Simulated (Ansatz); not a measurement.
## Geometry relaxation of Ag12I (part 1 of 2)

The run: geometry relaxation of Ag12I (slab, 13 atoms in the cell). Method and program: DFT PBE+D3(BJ), scalar-relativistic, plane waves, PAW, no spin polarisation (Ansatz 0.2.0).

The structure derives from an entry of the Crystallography Open Database. The input holds or restrains some coordinates. Forces given for the steps count only the free coordinates. Figures and captions count atoms from 1; the log counts them from 0 in places.

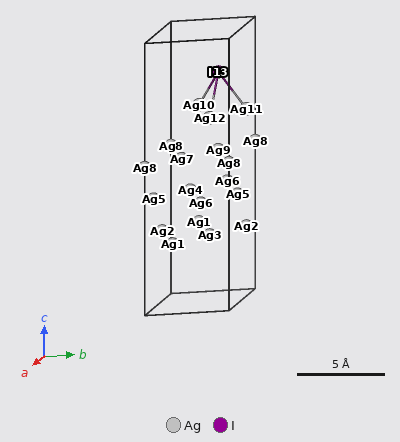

**Figure 1.** The input geometry (ball-and-stick view of the cell of the calculation, with the vacuum cut short, seen slightly off an axis; atoms are numbered from 1 in the order of the input). An atom can appear more than once, as a periodic image.

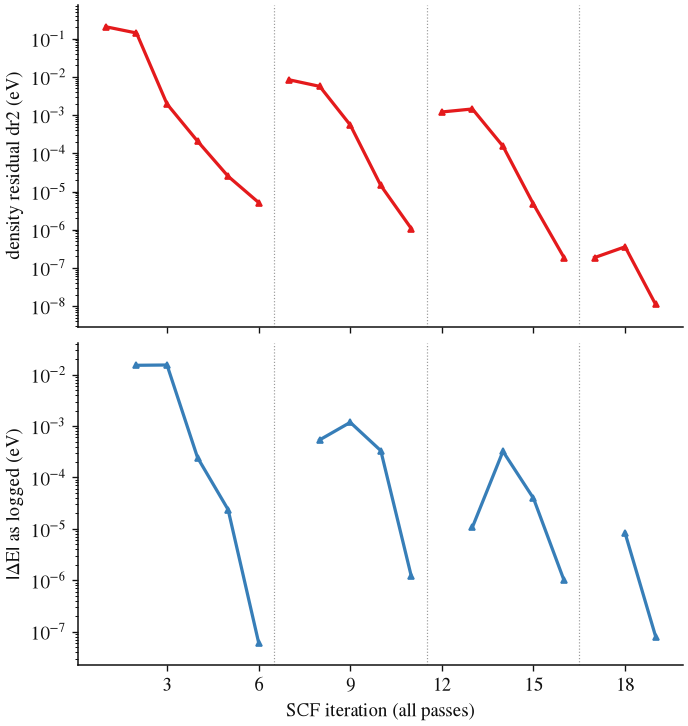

**Figure 2.** Convergence of the self-consistent field: density residual dr2 and size of the energy change against the SCF iteration. The dotted lines part the SCF passes of the relaxation: geometry steps, rejected trials and re-solves on a re-selected basis. The passes take 6, 5, 5 and 3 iterations.

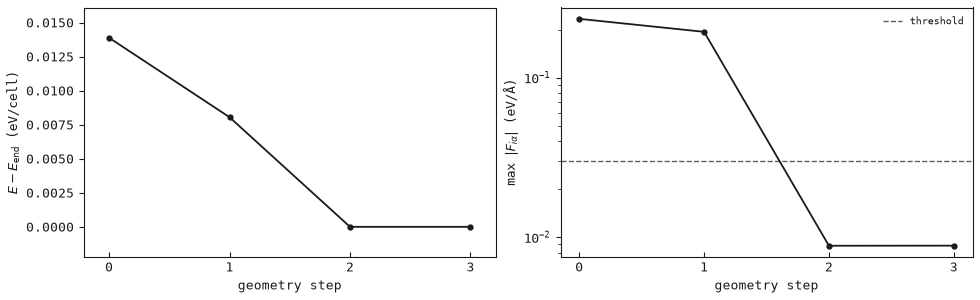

**Figure 3.** Progress of the restrained relaxation, step by step (the first geometry is step 0 here and step 1 in the log).

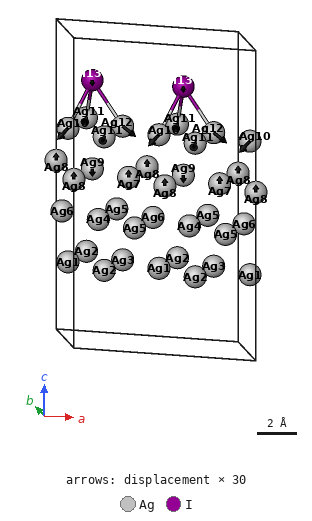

**Figure 4.** The starting structure with the displacements as black arrows, magnified 30 times (ball-and-stick view of the 2 × 1 repeat of the cell, with the vacuum cut short, seen slightly off an axis). The largest moves, 0.030 Å, are those of Ag10, Ag11 and Ag12. Largest moves by element: Ag 0.030 Å, I 0.011 Å. The cell stays as it was. Among the contacts that change: Ag10–I13 2.854 → 2.874 Å. After 3 geometry steps the energy has fallen by 13.9 meV per cell of the calculation. The largest force component goes from 0.23 to 0.0088 eV/Å. (Atoms are counted from 1 in the order of the input.)

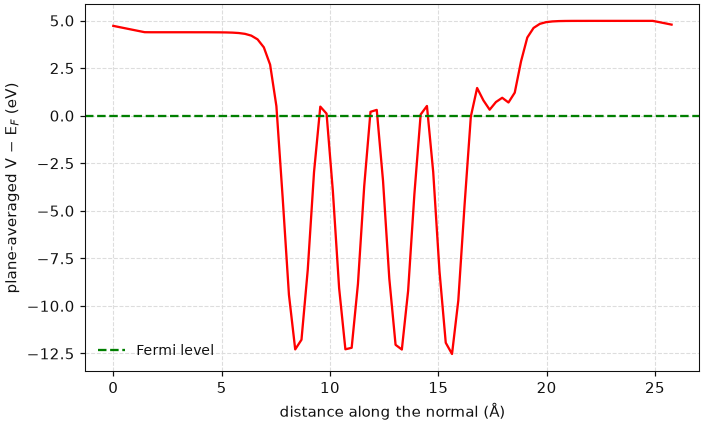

**Figure 5.** Plane average of the electrostatic potential energy of an electron across the cell, from the Fermi level. The vacuum level lies 4.98 eV above the Fermi level on the upper side and 4.39 eV on the lower.

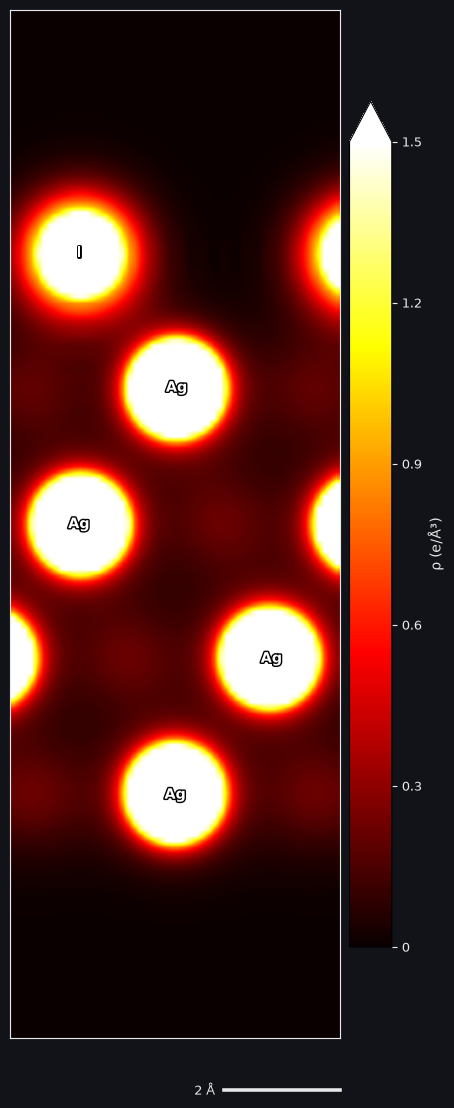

**Figure 6.** Valence electron density on the (010) plane of the calculation cell, a cut from vacuum to vacuum. Atoms in the plane: Ag and I. Ag–I (2.87 Å): ρ at the midpoint is about 0.3 e/Å³. The density dies away to nearly zero in the vacuum. Core electrons are frozen (PAW), so the fields are smoothed inside the atomic spheres.

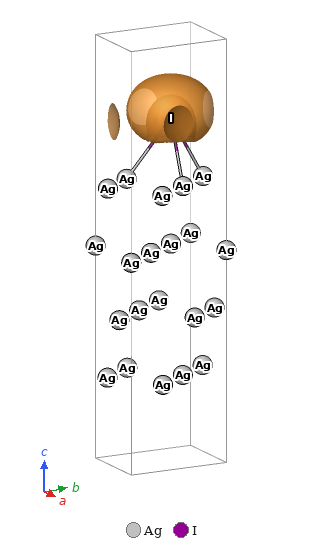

**Figure 7.** Isosurface of the electron localisation function at 0.65 (orange), seen slightly off an axis. Core shells and regions of very low density are left out. Sticks mark near contacts. Profiles from the grid: Ag–I (2.87 Å): the ELF peaks at about 0.60 in the valence shell of I, 1.1 Å from its nucleus, and drops to about 0.15 between the two atoms; a polar contact without a shared pair, in a metal.

The input that produced these results follows, with the program's output.

**Input**
```yaml
crystal:
  lattice:
    - [4.9888483875, 0.0, 0.0]
    - [-2.4944241938, 4.3204694392, 0.0]
    - [0.0, 0.0, 26.0552970503]
  atoms:
    - { symbol: Ag, position: [0.0, 0.3333333333, 0.3262292494] }
    - { symbol: Ag, position: [0.3333333333, 0.0, 0.3262292494] }
    - { symbol: Ag, position: [0.6666666667, 0.6666666667, 0.3262292494] }
    - { symbol: Ag, position: [0.3333333333, 0.3333333333, 0.4164898087] }
    - { symbol: Ag, position: [0.6666666667, 0.0, 0.4164898087] }
    - { symbol: Ag, position: [0.0, 0.6666666667, 0.4164898087] }
    - { symbol: Ag, position: [0.6666666667, 0.3333333333, 0.5061894409] }
    - { symbol: Ag, position: [0.0, 0.0, 0.5061894409] }
    - { symbol: Ag, position: [0.3333333333, 0.6666666667, 0.5061894409] }
    - { symbol: Ag, position: [0.0, 0.3333333333, 0.5967823538] }
    - { symbol: Ag, position: [0.3333333333, 0.0, 0.5967823538] }
    - { symbol: Ag, position: [0.6666666667, 0.6666666667, 0.5967823538] }
    - { symbol: I, position: [0.3333333333, 0.6666666667, 0.6858237489] }
basis:
  ecutwfc: 420
kpoints:
  mp_grid: { grid: [6, 6, 1] }
hamiltonian:
  xc: pbe
  dispersion: d3bj
scf:
  occupations: { method: gaussian, width: 0.1 }
output:
  forces: true
  eigenvalues: true
  write_density: true
  write_potential: true
  elf: true
  volumetric_format: npy
relax:
  adjacent_minimum: "off"
  f_tol: 0.03
  max_steps: 70
  constraints: [{ sites: [0, 1, 2, 3, 4, 5] }]
efield:
  axis: 3
  dipole_correction: true
```

Launch command:
```bash
ansatz run input.yaml --threads 4 --pin off --max-ram 10240MiB --backend cpu --events-out ev --progress --plain --runs-dir out
```

**The program's output**
```
Engine: ansatz 0.2.0, x86_64-unknown-linux-gnu
Pseudopotentials: kind: paw
Pseudopotential: Ag, paw, valence charge 19, recommended cutoff 420 eV (normal), Ag.paw.azcp
Pseudopotential: I, paw, valence charge 17, recommended cutoff 420 eV (normal), I.paw.azcp
Functional definition: PBE
  parameter kappa = 0.804
  parameter beta = 0.06672455060314922
  exchange = pbe_x(kappa = kappa, mu = beta*pi^2/3)
  correlation = pbe_c(beta = beta)
Crystal: 13 atoms, lattice volume = 561.600 Å³
Basis set: ecut = 420 eV, 11013 PW (Γ), exchange–correlation on 72×72×360 points (8 copies of the dense FFT grid, shifted against one another)
Bands: 147, of which v1, the nominal top of the filled ones, is band 123 counted from 1 (122 counted from 0)
Symmetry: 6 space group operations
Space group: P31m (ITA 157), of the structure as read, at distance tolerance 8.3e-5 Å
k-points: 7 of 36 (time reversal used)
Non-local potential: Ag, projectors of the file, l = 0: 3, l = 1: 2, l = 2: 2, l = 3: 1
Non-local potential: I, projectors of the file, l = 0: 2, l = 1: 2, l = 2: 2, l = 3: 2
PAW form: soft (Blöchl's): semilocal exchange-correlation on the pseudo side does not see the compensation charge
PAW one-centre angular grid: Ag, 590 points (default); XC on 64 Gauss nodes
PAW one-centre angular grid: I, 590 points (default); XC on 64 Gauss nodes
Initial density: superposition of atomic densities (neutral atoms: chi_scale 0, normalization atom), corrected by the library's trained network
Initial wavefunctions: pseudopotential atomic-orbital guess
Functional: x = pbe(κ = 0.804, μ = 0.2195149727645171), c = pbe(β = 0.06672455060314922)
SCF iter   1: F=—  HF=-98604.502116 eV  |F-HF|=—  |Δ(HF+E_count)|=         —  Δρ=1.84e-3  dr2=2.05e-1  ethr=1.77e-3  p=-0.090 e·Å  D=-2.89e-2 V/Å  ΔV_dip=0.75 eV  dr2_dipole=6.47e-2  V_vac-E_F(+/−)=5.17/4.42 eV  ⟨swp⟩=7.1  Hψ=4193  notcnv=0  defer=47
efield: sawtooth ramp at fractional position 0.9560 (placed from the atoms, in the widest stretch of the axis that holds none; the zero of the levels goes with the place), width 0.1000; the density the first Hamiltonian is built on has a dipole p = -0.090 e·Å; the dipole correction subtracts the counter field D = -2.89e-2 V/Å, which shifts the + side's vacuum level by +0.75 eV against the − side's; the planar-averaged density in the ramp window peaks in size at 9.2e-6 e/Å³
preconditioner: auto → LDOS  [insulator: Δε(μ)=0.186 eV  Ē_g=9.450 eV  σ=0.100 eV  W_gap=0.54  n_scr=108 (ndim 8)  ℏωp=18.5 eV  f_vac=0.550  D(μ)=1.95/eV (n_scr^D=6)  ε∞_Penn≈4.8  β→1.0]
SCF iter   2: F=—  HF=-98604.517358 eV  |F-HF|=—  |Δ(HF+E_count)|=   1.52e-2  Δρ=2.30e-3  dr2=1.41e-1  ethr=8.38e-5  p=-0.057 e·Å  D=-1.83e-2 V/Å  ΔV_dip=0.48 eV  dr2_dipole=2.45e-2  V_vac-E_F(+/−)=4.86/4.38 eV  ⟨swp⟩=2.0  Hψ=1666  notcnv=0  defer=102
SCF iter   3: F=—  HF=-98604.501990 eV  |F-HF|=—  |Δ(HF+E_count)|=   1.54e-2  Δρ=2.95e-4  dr2=1.95e-3  ethr=5.77e-5  p=-0.061 e·Å  D=-1.97e-2 V/Å  ΔV_dip=0.51 eV  dr2_dipole=7.67e-4  V_vac-E_F(+/−)=4.92/4.41 eV  ⟨swp⟩=2.4  Hψ=1270  notcnv=0  defer=102
SCF iter   4: F=—  HF=-98604.501746 eV  |F-HF|=—  |Δ(HF+E_count)|=   2.43e-4  Δρ=1.59e-4  dr2=2.08e-4  ethr=7.97e-7  p=-0.065 e·Å  D=-2.09e-2 V/Å  ΔV_dip=0.54 eV  dr2_dipole=1.24e-5  V_vac-E_F(+/−)=4.94/4.40 eV  ⟨swp⟩=2.0  Hψ=1467  notcnv=0  defer=94
SCF iter   5: F=—  HF=-98604.501770 eV  |F-HF|=—  |Δ(HF+E_count)|=   2.37e-5  Δρ=5.85e-5  dr2=2.51e-5  ethr=8.48e-8  p=-0.065 e·Å  D=-2.09e-2 V/Å  ΔV_dip=0.54 eV  dr2_dipole=5.25e-6  V_vac-E_F(+/−)=4.94/4.39 eV  ⟨swp⟩=2.1  Hψ=1423  notcnv=0  defer=92
SCF iter   6: F=-98604.501765 eV  HF=-98604.501770 eV  |F-HF|=4.95e-6  |Δ(HF+E_count)|=   6.13e-8  Δρ=2.35e-5  dr2=5.16e-6  ethr=9.18e-9  p=-0.065 e·Å  D=-2.11e-2 V/Å  ΔV_dip=0.55 eV  dr2_dipole=2.34e-6  V_vac-E_F(+/−)=4.94/4.39 eV  ⟨swp⟩=20.7  Hψ=11202  notcnv=0
SCF 1 converged in 6 iterations: F = -98604.501765 eV  dr2 = 5.16e-6
  greatest PAW one-centre occupation: 1.000 electrons in one spin orbital (limit 2), on the Ag atom at site 7 (counted from 0), in its partial waves of l = 0
relax step   1: F+E_penalty+E_count = -98604.50176493 eV  Δ(F+E_penalty+E_count) = +0.000e0 eV  max|allowed force component| = 2.337e-1 eV/Å  Δτ_max = 0.0000 Å  (6 SCF iters, dr2 threshold 2.25e-5 eV, accepted)
Initial density: handed on by an earlier stage of this run
Initial wavefunctions: those handed on with the density
iter 1 solved again at ethr=2.89e-6 eV; its pass at ethr=3.10e-3 eV (dr2=7.09e-3 eV) is discarded
SCF iter   1: F=—  HF=-98604.508576 eV  |F-HF|=—  |Δ(HF+E_count)|=         —  Δρ=1.07e-3  dr2=8.40e-3  ethr=2.89e-6  p=-0.065 e·Å  D=-2.11e-2 V/Å  ΔV_dip=0.55 eV  dr2_dipole=2.46e-3  V_vac-E_F(+/−)=4.94/4.39 eV  ⟨swp⟩=3.0  Hψ=3524  notcnv=0  defer=129
efield: sawtooth ramp at fractional position 0.9560 (handed on by an earlier solve), width 0.1000; the density the first Hamiltonian is built on has a dipole p = -0.065 e·Å; the dipole correction subtracts the counter field D = -2.11e-2 V/Å, which shifts the + side's vacuum level by +0.55 eV against the − side's; the planar-averaged density in the ramp window peaks in size at 3.3e-6 e/Å³
preconditioner: auto → LDOS  [metal: Δε(μ)=0.135 eV  Ē_g=9.403 eV  σ=0.100 eV  W_gap=0.47  n_scr=108 (ndim 8)  ℏωp=18.5 eV  f_vac=0.552  D(μ)=2.34/eV (n_scr^D=6)  β→1.0]
SCF iter   2: F=—  HF=-98604.509114 eV  |F-HF|=—  |Δ(HF+E_count)|=   5.39e-4  Δρ=6.49e-4  dr2=5.66e-3  ethr=2.89e-6  p=-0.074 e·Å  D=-2.39e-2 V/Å  ΔV_dip=0.62 eV  dr2_dipole=3.76e-4  V_vac-E_F(+/−)=5.01/4.39 eV  ⟨swp⟩=2.1  Hψ=1567  notcnv=0  defer=129
SCF iter   3: F=—  HF=-98604.507935 eV  |F-HF|=—  |Δ(HF+E_count)|=   1.18e-3  Δρ=2.12e-4  dr2=5.52e-4  ethr=2.31e-6  p=-0.073 e·Å  D=-2.35e-2 V/Å  ΔV_dip=0.61 eV  dr2_dipole=4.18e-6  V_vac-E_F(+/−)=5.00/4.39 eV  ⟨swp⟩=2.0  Hψ=1433  notcnv=0  defer=129
SCF iter   4: F=—  HF=-98604.507603 eV  |F-HF|=—  |Δ(HF+E_count)|=   3.32e-4  Δρ=4.97e-5  dr2=1.44e-5  ethr=2.25e-7  p=-0.072 e·Å  D=-2.32e-2 V/Å  ΔV_dip=0.61 eV  dr2_dipole=1.32e-6  V_vac-E_F(+/−)=4.99/4.39 eV  ⟨swp⟩=2.1  Hψ=1423  notcnv=0  defer=129
SCF iter   5: F=-98604.507601 eV  HF=-98604.507602 eV  |F-HF|=1.89e-7  |Δ(HF+E_count)|=   1.19e-6  Δρ=1.39e-5  dr2=1.07e-6  ethr=1.39e-9  p=-0.072 e·Å  D=-2.33e-2 V/Å  ΔV_dip=0.61 eV  dr2_dipole=7.39e-10  V_vac-E_F(+/−)=4.99/4.39 eV  ⟨swp⟩=19.9  Hψ=10018  notcnv=0
SCF 2 converged in 5 iterations: F = -98604.507601 eV  dr2 = 1.07e-6
relax step   2: F+E_penalty+E_count = -98604.50760142 eV  Δ(F+E_penalty+E_count) = -5.836e-3 eV  max|allowed force component| = 1.937e-1 eV/Å  Δτ_max = 0.0526 Å  (5 SCF iters, dr2 threshold 3.41e-6 eV, accepted)
SCF iter   1: F=—  HF=-98604.516026 eV  |F-HF|=—  |Δ(HF+E_count)|=         —  Δρ=5.28e-4  dr2=1.21e-3  ethr=7.35e-6  p=-0.072 e·Å  D=-2.33e-2 V/Å  ΔV_dip=0.61 eV  dr2_dipole=1.18e-4  V_vac-E_F(+/−)=5.00/4.39 eV  ⟨swp⟩=3.0  Hψ=2215  notcnv=0  defer=129
efield: sawtooth ramp at fractional position 0.9560 (handed on by an earlier solve), width 0.1000; the density the first Hamiltonian is built on has a dipole p = -0.072 e·Å; the dipole correction subtracts the counter field D = -2.33e-2 V/Å, which shifts the + side's vacuum level by +0.61 eV against the − side's; the planar-averaged density in the ramp window peaks in size at 3.0e-6 e/Å³
preconditioner: auto → LDOS  [metal: Δε(μ)=0.116 eV  Ē_g=9.417 eV  σ=0.100 eV  W_gap=0.45  n_scr=108 (ndim 8)  ℏωp=18.5 eV  f_vac=0.551  D(μ)=2.38/eV (n_scr^D=6)  β→1.0]
SCF iter   2: F=—  HF=-98604.516015 eV  |F-HF|=—  |Δ(HF+E_count)|=   1.08e-5  Δρ=3.60e-4  dr2=1.45e-3  ethr=4.93e-7  p=-0.071 e·Å  D=-2.29e-2 V/Å  ΔV_dip=0.60 eV  dr2_dipole=8.59e-5  V_vac-E_F(+/−)=4.98/4.39 eV  ⟨swp⟩=2.6  Hψ=1963  notcnv=0  defer=129
SCF iter   3: F=—  HF=-98604.515693 eV  |F-HF|=—  |Δ(HF+E_count)|=   3.22e-4  Δρ=1.13e-4  dr2=1.54e-4  ethr=4.93e-7  p=-0.071 e·Å  D=-2.27e-2 V/Å  ΔV_dip=0.59 eV  dr2_dipole=9.66e-6  V_vac-E_F(+/−)=4.98/4.39 eV  ⟨swp⟩=2.0  Hψ=1554  notcnv=0  defer=129
SCF iter   4: F=—  HF=-98604.515654 eV  |F-HF|=—  |Δ(HF+E_count)|=   3.93e-5  Δρ=2.35e-5  dr2=4.65e-6  ethr=6.29e-8  p=-0.071 e·Å  D=-2.30e-2 V/Å  ΔV_dip=0.60 eV  dr2_dipole=2.79e-7  V_vac-E_F(+/−)=4.98/4.39 eV  ⟨swp⟩=3.0  Hψ=1588  notcnv=0  defer=129
SCF iter   5: F=-98604.515653 eV  HF=-98604.515653 eV  |F-HF|=8.75e-8  |Δ(HF+E_count)|=   1.00e-6  Δρ=4.90e-6  dr2=1.87e-7  ethr=9.58e-10  p=-0.071 e·Å  D=-2.29e-2 V/Å  ΔV_dip=0.60 eV  dr2_dipole=1.70e-9  V_vac-E_F(+/−)=4.98/4.39 eV  ⟨swp⟩=19.0  Hψ=9092  notcnv=0
SCF 3 converged in 5 iterations: F = -98604.515653 eV  dr2 = 1.87e-7
relax step   3: F+E_penalty+E_count = -98604.51565296 eV  Δ(F+E_penalty+E_count) = -8.052e-3 eV  max|allowed force component| = 8.827e-3 eV/Å  Δτ_max = 0.0230 Å  (5 SCF iters, dr2 threshold 2.35e-6 eV, accepted)
iter 1 solved again at ethr=7.63e-11 eV; its pass at ethr=3.10e-3 eV (dr2=1.87e-7 eV) is discarded
SCF iter   1: F=—  HF=-98604.515661 eV  |F-HF|=—  |Δ(HF+E_count)|=         —  Δρ=4.91e-6  dr2=1.87e-7  ethr=7.63e-11  p=-0.071 e·Å  D=-2.29e-2 V/Å  ΔV_dip=0.60 eV  dr2_dipole=1.49e-9  V_vac-E_F(+/−)=4.98/4.39 eV  ⟨swp⟩=1.0  Hψ=2436  notcnv=0
efield: sawtooth ramp at fractional position 0.9560 (handed on by an earlier solve), width 0.1000; the density the first Hamiltonian is built on has a dipole p = -0.071 e·Å; the dipole correction subtracts the counter field D = -2.29e-2 V/Å, which shifts the + side's vacuum level by +0.60 eV against the − side's; the planar-averaged density in the ramp window peaks in size at 3.0e-6 e/Å³
preconditioner: auto → LDOS  [metal: Δε(μ)=0.116 eV  Ē_g=9.411 eV  σ=0.100 eV  W_gap=0.45  n_scr=108 (ndim 8)  ℏωp=18.5 eV  f_vac=0.551  D(μ)=2.40/eV (n_scr^D=6)  β→1.0]
SCF iter   2: F=—  HF=-98604.515653 eV  |F-HF|=—  |Δ(HF+E_count)|=   8.26e-6  Δρ=6.39e-6  dr2=3.58e-7  ethr=7.63e-11  p=-0.071 e·Å  D=-2.29e-2 V/Å  ΔV_dip=0.60 eV  dr2_dipole=1.33e-10  V_vac-E_F(+/−)=4.98/4.39 eV  ⟨swp⟩=2.0  Hψ=1736  notcnv=0
SCF iter   3: F=-98604.515653 eV  HF=-98604.515653 eV  |F-HF|=7.79e-9  |Δ(HF+E_count)|=   8.06e-8  Δρ=8.83e-7  dr2=1.11e-8  ethr=4.08e-11  p=-0.071 e·Å  D=-2.29e-2 V/Å  ΔV_dip=0.60 eV  dr2_dipole=7.65e-10  V_vac-E_F(+/−)=4.98/4.39 eV  ⟨swp⟩=10.3  Hψ=7350  notcnv=0
SCF 4 converged in 3 iterations: F = -98604.515653 eV  dr2 = 1.11e-8
```
